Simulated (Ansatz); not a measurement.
# PtS$_{2}$: one change and its effect

System: PtS$_{2}$ (3 atoms in the cell).
Method of run A: DFT, r2SCAN, plane waves, PAW, no spin polarisation (Ansatz 0.2.0).

The structure derives from an entry of the Crystallography Open Database. The geometry comes from this level: r2scan-rvv10. Text and figures count atoms from 1; the logs count them from 0 in places.

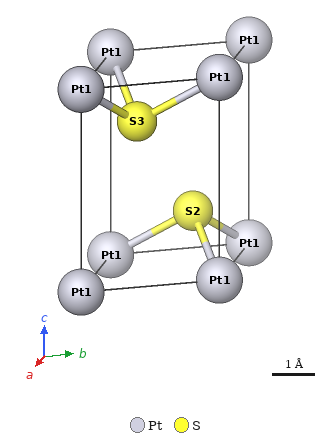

The structure (ball-and-stick view of the cell of the calculation, seen slightly off an axis; atoms are numbered from 1 in the order of the input). Near neighbours in the crystal (not all of them lie inside the picture): Pt has 6 S at 2.39 Å; S has 3 Pt at 2.39 Å.

**Input file, run A**
```yaml
crystal:
  lattice:
    - [3.5526240966, 0.0, 0.0]
    - [-1.7763120483, 3.0766627178, 0.0]
    - [0.0, 0.0, 5.1228306018]
  atoms:
    - { symbol: Pt, position: [0.0, 0.0, 0.0] }
    - { symbol: S, position: [0.3333333333, 0.6666666667, 0.2392542178] }
    - { symbol: S, position: [0.6666666667, 0.3333333333, 0.7607457822] }
kpoints:
  mp_grid: { grid: [12, 12, 6] }
  band_path:
    path:
      - [0.0, 0.0, 0.0]
      - [0.5, 0.0, 0.0]
      - [0.3333333333, 0.3333333333, 0.0]
      - [0.0, 0.0, 0.5]
      - [0.5, 0.0, 0.5]
      - [0.3333333333, 0.3333333333, 0.5]
      - [0.0, 0.169271, 0.1875]
      - [0.0, 0.28125, 0.299479]
      - [0.0, 0.25, 0.3333333333]
    npoints: 1
hamiltonian:
  xc: r2scan
scf:
  occupations: { method: fixed }
  n_extra_bands: 4
output:
  forces: true
  stress: true
  eigenvalues: true
```

Launched with:
```bash
ansatz run input.yaml --threads 2 --pin off --max-ram 3686MiB --backend cpu --events-out ev --progress --plain --runs-dir out
```

Hardware: 2 threads of Arm Neoverse V1, 24 GiB of memory available, shared host.

**Output, shortened to warnings, some set-up lines, iterations and results (run A)**
```
Basis set: ecut = 500 eV, 1459 PW (Γ), exchange–correlation on 108×108×160 points (64 copies of the dense FFT grid, shifted against one another)
Symmetry: 12 space group operations
k-points: 100 of 864
Initial density: superposition of atomic densities (neutral atoms: chi_scale 0, normalization atom), corrected by the library's trained network
[...]
SCF iter   1: F=—  HF=-14349.712668 eV  |F-HF|=—  |Δ(HF+E_count)|=         —  Δρ=8.63e-3  dr2=3.83e-2  dr2_τ=8.48e-2  ethr=1.77e-3  ⟨swp⟩=5.0  Hψ=8460  notcnv=0  defer=200
SCF iter   2: F=—  HF=-14349.746583 eV  |F-HF|=—  |Δ(HF+E_count)|=   3.39e-2  Δρ=5.09e-3  dr2=5.34e-3  dr2_τ=2.32e-3  ethr=1.28e-4  ⟨swp⟩=2.2  Hψ=3837  notcnv=0  defer=200
SCF iter   3: F=—  HF=-14349.747358 eV  |F-HF|=—  |Δ(HF+E_count)|=   7.75e-4  Δρ=2.81e-3  dr2=1.47e-3  dr2_τ=1.01e-4  ethr=1.78e-5  ⟨swp⟩=2.0  Hψ=2100  notcnv=0  defer=200
SCF iter   4: F=—  HF=-14349.747818 eV  |F-HF|=—  |Δ(HF+E_count)|=   4.60e-4  Δρ=2.66e-4  dr2=2.47e-5  dr2_τ=2.27e-6  ethr=4.89e-6  ⟨swp⟩=3.0  Hψ=3200  notcnv=0  defer=200
SCF iter   5: F=—  HF=-14349.747827 eV  |F-HF|=—  |Δ(HF+E_count)|=   9.40e-6  Δρ=5.97e-5  dr2=2.25e-6  dr2_τ=2.15e-7  ethr=8.23e-8  ⟨swp⟩=2.7  Hψ=3443  notcnv=0  defer=3
SCF iter   6: F=-14349.747828 eV  HF=-14349.747828 eV  |F-HF|=4.76e-8  |Δ(HF+E_count)|=   8.31e-7  Δρ=1.16e-5  dr2=6.86e-8  dr2_τ=4.91e-9  ethr=3.33e-10  ⟨swp⟩=5.6  Hψ=10873  …
SCF 1 converged in 6 iterations: F = -14349.747828 eV  dr2 = 6.86e-8
NSCF: frozen V_eff on 9 k-points
SCF converged after 6 iterations
Free energy (F): -14349.747828 eV
Harris-Foulkes:  -14349.747828 eV  (|F-HF|=4.76e-8)
Internal energy: -14349.747828 eV  (E = F + TS)
E sigma→0 (E₀):  -14349.747828 eV
Fermi energy:    10.365350 eV
--- Per-component energies (eV) ---
  E_band       = -351.137354
  E_kinetic    = 849.644210
  E_local      = -3113.658619  (includes V_loc(G=0)·N_el)
  E_nonlocal   = 256.732355
  E_hartree    = 1229.512675
  E_xc         = -433.492939
  E_vxc        = -526.538390  (∫ρ·V_xc dr)
  E_paw        = -10697.900970  (= ΣΔE_a)
  E_vpaw       = -306.781385  (= ΣTr[D̂ρ^β])
  E_aug_tail   = 0.000158  (compensation charges beyond the density's cutoff)
  E_vtau       = 30.438517  (kinetic-family band-sum trace: ∫τ·v_τ [+ j·A + Jᵃ·Aᵃ] dr)
  E_ewald      = -2440.133669
  E_core_change = -0.451028  (= ΣΔE_core)
  E_smearing   = -0.000000  (= −TS)
  E_closure    = 0.000000  (closes the sum)
  Σ components = -14349.747828   (vs F -14349.747828, Δ=0.00e0)
--- Forces (eV/Å), atoms counted from 1 ---
  atom   1  Pt     0.00000000     0.00000000     0.00000000
  atom   2  S     -0.00000000    -0.00000000    -0.04405617
  atom   3  S      0.00000000     0.00000000     0.04405617
  max |Σ_I F_I| component: 5.27e-31 eV/Å
--- Stress (GPa, compression-positive) ---
        1.275411      -0.000000      -0.000000
        0.000000       1.275411      -0.000000
        0.000000      -0.000000       1.346419
  P = ⅓ Tr σ = 1.2991 GPa (12.991 kbar)
```

The input of run B differs as follows (lines with − go, lines with + come):
```diff
-  xc: r2scan
+  xc: pbe
```

How does run B compare with run A?

The total energies belong to different methods, so their difference says nothing on which is more stable or more accurate. The gap on the mesh goes from 0.87 to 0.71 eV. The pressure goes from 1.30 to 3.65 GPa. The largest force goes from 0.044 to 0.066 eV/Å. The functional changes from r2SCAN to PBE. The SCF takes 7 iterations against 6. The default cutoff goes from 500 to 420 eV with the change. The plane waves at Γ go from 1459 to 1079. On the same kind of shared host run B took about 0.44 times as long.

**Output, shortened to warnings, some set-up lines, iterations and results (run B)**
```
Basis set: ecut = 420 eV, 1079 PW (Γ), exchange–correlation on 48×48×72 points (8 copies of the dense FFT grid, shifted against one another)
Symmetry: 12 space group operations
k-points: 100 of 864
Initial density: superposition of atomic densities (neutral atoms: chi_scale 0, normalization atom), corrected by the library's trained network
[...]
SCF iter   1: F=—  HF=-14328.189555 eV  |F-HF|=—  |Δ(HF+E_count)|=         —  Δρ=2.96e-3  dr2=3.05e-3  ethr=1.77e-3  ⟨swp⟩=4.9  Hψ=8377  notcnv=0  defer=200
SCF iter   2: F=—  HF=-14328.190216 eV  |F-HF|=—  |Δ(HF+E_count)|=   6.61e-4  Δρ=1.54e-3  dr2=1.17e-3  ethr=1.02e-5  ⟨swp⟩=2.0  Hψ=3987  notcnv=0  defer=200
SCF iter   3: F=—  HF=-14328.190460 eV  |F-HF|=—  |Δ(HF+E_count)|=   2.44e-4  Δρ=5.91e-4  dr2=2.43e-4  ethr=3.91e-6  ⟨swp⟩=2.0  Hψ=2960  notcnv=0  defer=200
SCF iter   4: F=—  HF=-14328.190431 eV  |F-HF|=—  |Δ(HF+E_count)|=   2.92e-5  Δρ=1.74e-4  dr2=1.28e-5  ethr=8.10e-7  ⟨swp⟩=3.0  Hψ=3050  notcnv=0  defer=118
SCF iter   5: F=—  HF=-14328.190352 eV  |F-HF|=—  |Δ(HF+E_count)|=   7.84e-5  Δρ=4.86e-5  dr2=2.42e-6  ethr=4.26e-8  ⟨swp⟩=2.0  Hψ=2850  notcnv=0
SCF iter   6: F=—  HF=-14328.190353 eV  |F-HF|=—  |Δ(HF+E_count)|=   1.24e-6  Δρ=2.10e-5  dr2=3.35e-7  ethr=8.06e-9  ⟨swp⟩=2.0  Hψ=2832  notcnv=0  defer=3
SCF iter   7: F=-14328.190354 eV  HF=-14328.190354 eV  |F-HF|=9.26e-9  |Δ(HF+E_count)|=   1.46e-7  Δρ=3.10e-6  dr2=4.77e-9  ethr=3.33e-10  ⟨swp⟩=7.1  Hψ=9539  notcnv=0
SCF 1 converged in 7 iterations: F = -14328.190354 eV  dr2 = 4.77e-9
NSCF: frozen V_eff on 9 k-points
SCF converged after 7 iterations
Free energy (F): -14328.190354 eV
Harris-Foulkes:  -14328.190354 eV  (|F-HF|=9.26e-9)
Internal energy: -14328.190354 eV  (E = F + TS)
E sigma→0 (E₀):  -14328.190354 eV
Fermi energy:    10.592509 eV
--- Per-component energies (eV) ---
  E_band       = -325.772599
  E_kinetic    = 850.641182
  E_local      = -3111.823816  (includes V_loc(G=0)·N_el)
  E_nonlocal   = 255.271342
  E_hartree    = 1227.922665
  E_xc         = -456.174965
  E_vxc        = -478.007109  (∫ρ·V_xc dr)
  E_paw        = -10653.893283  (= ΣΔE_a)
  E_vpaw       = -297.697452  (= ΣTr[D̂ρ^β])
  E_aug_tail   = 0.000189  (compensation charges beyond the density's cutoff)
  E_ewald      = -2440.133669
  E_smearing   = -0.000000  (= −TS)
  E_closure    = -0.000000  (closes the sum)
  Σ components = -14328.190354   (vs F -14328.190354, Δ=0.00e0)
--- Forces (eV/Å), atoms counted from 1 ---
  atom   1  Pt     0.00000000    -0.00000000     0.00000000
  atom   2  S      0.00000000    -0.00000000     0.06602669
  atom   3  S     -0.00000000     0.00000000    -0.06602669
  max |Σ_I F_I| component: 2.31e-18 eV/Å
--- Stress (GPa, compression-positive) ---
        4.156965      -0.000000      -0.000000
       -0.000000       4.156965       0.000000
        0.000000      -0.000000       2.626855
  P = ⅓ Tr σ = 3.6469 GPa (36.469 kbar)
```

**The two runs side by side**

| quantity | run A | run B |
| --- | --- | --- |
| outcome | converged | converged |
| free energy per atom (eV) | −4783.2493 | −4776.0635 |
| gap on the mesh (eV) | 0.87 | 0.71 |
| pressure (GPa) | 1.30 | 3.65 |
| largest force (eV/Å) | 0.044 | 0.066 |
| SCF iterations | 6 | 7 |
| irreducible k-points | 100 | 100 |
| plane waves at Γ | 1459 | 1079 |
| wall time (shared host) | 7.4 s | 3.3 s |

For both runs: Spin–orbit coupling is left out, which matters for Pt.
